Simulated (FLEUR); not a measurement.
**Energy of Sn along an even scaling of the cell**

System: Sn (1 atom in the cell).
Method: Kohn-Sham DFT of a periodic cell, PBEsol, all-electron, no spin polarisation (FLEUR MaX-R8.1 (later development tree)).

The 7 runs differ only in the geometry, by an even scaling of the cell at fixed fractional positions. The structure derives from a Materials Project entry.

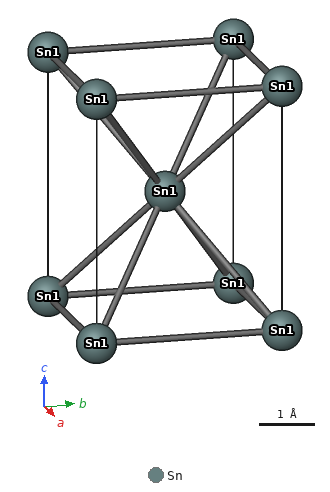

Figure 1. The structure of run 4 (ball-and-stick view of the cell 2 times as large as that of the calculation, set on its symmetry axes, seen slightly off an axis; atoms are numbered from 1 in the order of the input). An atom can appear more than once, as a periodic image.

### Input of run 4
```
<?xml version="1.0" encoding="UTF-8" standalone="no"?>
<fleurInput fleurInputVersion="0.39">
   <comment>
      Sn                                                                                                  
   </comment>
   <calculationSetup>
      <cutoffs Kmax="4.1" Gmax="12.7" GmaxXC="12.7" numbands="0"/>
      <scfLoop itmax="60" minDistance="0.00001" maxIterBroyd="15" imix="Anderson" alpha="0.05" precondParam="0.0" spinf="2.0" sdNocoIR="T"/>
      <coreElectrons ctail="T" frcor="F" kcrel="0" coretail_lmax="0"/>
      <xcFunctional name="PBEs" relativisticCorrections="F"/>
      <magnetism jspins="1"/>
      <soc l_soc="F" theta="0.0" phi="0.0" spav="F"/>
      <expertModes spex="0" secvar="F"/>
      <geometryOptimization l_f="T" forcealpha="1.0" forcemix="BFGS" epsdisp="0.0005" epsforce="0.0002"/>
      <ldaU l_linMix="F" mixParam="0.05" spinf="1.0"/>
   </calculationSetup>
   <cell>
      <bzIntegration valenceElectrons="22.0" mode="hist" fermiSmearingEnergy="0.00183747">
         <kPointListSelection listName="default-1"/>
         <!-- k-points included here -->
         <xi:include xmlns:xi="http://www.w3.org/2001/XInclude" href="kpts.xml"> </xi:include>
      </bzIntegration>
      <!-- symmetry operations included here -->
      <xi:include xmlns:xi="http://www.w3.org/2001/XInclude" href="sym.xml"> </xi:include>
      <bulkLattice scale="1.0">
         <bravaisMatrix>
            <row-1>   -3.2626858534407592     3.3552975513551559     4.4188259656494129</row-1>
            <row-2>    3.2626858534407592    -3.3552975513551559     4.4188259656494129</row-2>
            <row-3>    3.2626858534407592     3.3552975513551559    -4.4188259656494129</row-3>
         </bravaisMatrix>
      </bulkLattice>
   </cell>
   <atomSpecies>
      <species name="Tin (Sn)" element="Sn" atomicNumber="50">
         <mtSphere radius="2.66" gridPoints="879" logIncrement="0.015"/>
         <atomicCutoffs lmax="10" lnonsphr="10"/>
         <electronConfig flipSpins="F">
            <coreConfig>(1s1/2) (2s1/2) (2p1/2) (2p3/2) (3s1/2) (3p1/2) (3p3/2) (3d3/2) (3d5/2)</coreConfig>
            <valenceConfig>(4s1/2) (4p1/2) (4p3/2) (5s1/2) (4d3/2) (4d5/2) (5p1/2) (5p3/2)</valenceConfig>
            <stateOccupation state="(5p1/2)" spinUp="0.333333" spinDown="0.333333"/>
            <stateOccupation state="(5p3/2)" spinUp="0.666667" spinDown="0.666667"/>
         </electronConfig>
         <energyParameters s="5" p="5" d="4" f="4"/>
         <lo type="SCLO" l="0" n="4" eDeriv="0"/>
         <lo type="SCLO" l="1" n="4" eDeriv="0"/>
         <lo type="SCLO" l="1" n="4" eDeriv="1"/>
         <lo type="SCLO" l="2" n="4" eDeriv="2"/>
         <lo type="SCLO" l="3" n="4" eDeriv="2"/>
      </species>
   </atomSpecies>
   <atomGroups>
      <atomGroup species="Tin (Sn)">
         <relPos label="                   1">.0000000000 .0000000000 .0000000000</relPos>
         <force calculate="T" relaxXYZ="TTT"/>
      </atomGroup>
   </atomGroups>
   <output dos="F" band="F" slice="F">
      <checks vchk="F" cdinf="F"/>
      <bandDOS minEnergy="-.5*Htr" maxEnergy="0.5*Htr" sigma="0.015" storeEVData="T"/>
      <vacuumDOS vacdos="F" integ="F" star="F" nstars="0" locx1="0.0" locy1="0.0" locx2="0.0" locy2="0.0" nstm="0" tworkf="0.0"/>
      <unfoldingBand unfoldBand="F" supercellX="1" supercellY="1" supercellZ="1"/>
      <plotting iplot="0" polar="F">
         <plot TwoD="T" vec1="  1.0  0.0  0.0" vec2="  0.0  1.0  0.0" vec3="  0.0  0.0  1.0" zero="  0.0  0.0  0.0" file="plot"/>
      </plotting>
      <chargeDensitySlicing numkpt="0" minEigenval="0.0" maxEigenval="0.0" nnne="0" pallst="F"/>
      <specialOutput eonly="F"/>
      <moessbauerParams electricFieldGradient="T" isomerShift="T" coreHyperfine="T" valenceHyperfine="T"/>
      <magneticCircularDichroism mcd="F" energyLo="-10.0" energyUp="0.0"/>
   </output>
  <!-- We include the file relax.xml here to enable relaxations (see documentation) -->
  <xi:include xmlns:xi="http://www.w3.org/2001/XInclude" href="relax.xml"> <xi:fallback/> </xi:include>
</fleurInput>
```

Command:
```bash
inpgen -f crystal.txt -profile fastHighL; fleur_MPI
```

Lattice vectors (Å) and fractional positions of run 4:
```
  -1.726539    1.775547    2.338342
   1.726539   -1.775547    2.338342
   1.726539    1.775547   -2.338342
Sn  0.000000  0.000000  0.000000
```

Run 3 has the same physical settings and fractional positions; its lattice vectors (Å) are:
```
  -1.714951    1.763630    2.322648
   1.714951   -1.763630    2.322648
   1.714951    1.763630   -2.322648
```

### Results, with one run withheld

```tsv
run	volume per atom (Å³)	free energy per atom, from the lowest run given (meV)
1	26.953	0.00
2	27.526	4.62
3	28.100	?
4	28.673	24.16
5	29.247	38.30
6	29.820	54.90
7	30.394	73.66
```

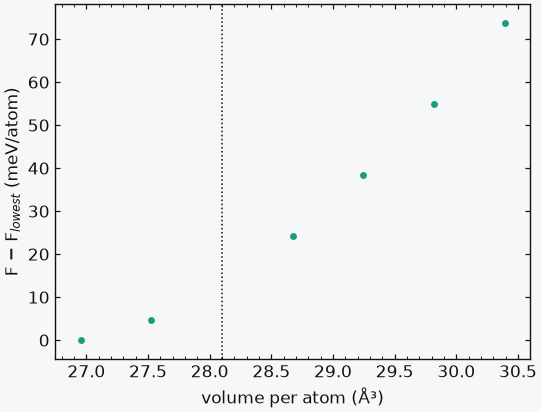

Figure 2. Free energy per atom of the runs given; the dotted line marks run 3.

What should run 3 give?

A cubic polynomial in V^(−2/3) (the Birch–Murnaghan form), fitted to the 6 runs given, misses them by at most 0.01 meV per atom. With x = V^(−2/3) − 0.10662 Å⁻², it reads F = 25.305 − 9192.6 x + 7.9089e+05 x² + 2.8989e+06 x³ (meV per atom). At run 3 it gives 12.82 meV per atom, and the run itself gives 12.82. The fit has no minimum inside this range.

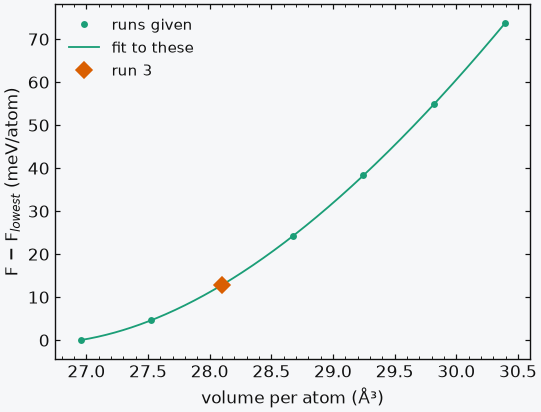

Figure 3. The fit and the withheld run.

### Output (run 3)
```
Welcome to FLEUR        (www.flapw.de)
      MaX-Release 8.1          (www.max-centre.eu)

 ========== k-point set info ==========
 Selected k-point list: default-1
 k-point list type: mesh
 11 x 11 x 11
 Number of k points: 216

 ------------Calculation Setup---------------------------
 Number of MPI-tasks      :            1
 Number of PE/node        :            1
 Number of OMP-threads    :            1
 Most efficient MPI parallelization for:
           1           2           3           4           6           8           9          12          18          24          27          36          54          72         108         216
 Additional eigenvalue parallelization possible
 Number of basis functions:          265
 Approximate size of matrices (H+S) per k-point:         0.001 GB
 --------------------------------------------------------

 Iteration:     1   Distance:       4.18246350 me/bohr^3

 Iteration:     2   Distance:       3.90514862 me/bohr^3

 Iteration:     3   Distance:       1.36732355 me/bohr^3

 Iteration:     4   Distance:       0.11929653 me/bohr^3

 Iteration:     5   Distance:       0.10714808 me/bohr^3

 Iteration:     6   Distance:       0.00941090 me/bohr^3

 Iteration:     7   Distance:       0.00284130 me/bohr^3

 Iteration:     8   Distance:       0.00193392 me/bohr^3

 Iteration:     9   Distance:       0.00010301 me/bohr^3

 Iteration:    10   Distance:       0.00006752 me/bohr^3

 Iteration:    11   Distance:       0.00000638 me/bohr^3

 ********************************************************************
 Run finished successfully
 Stop message:
   all done
 ********************************************************************
```
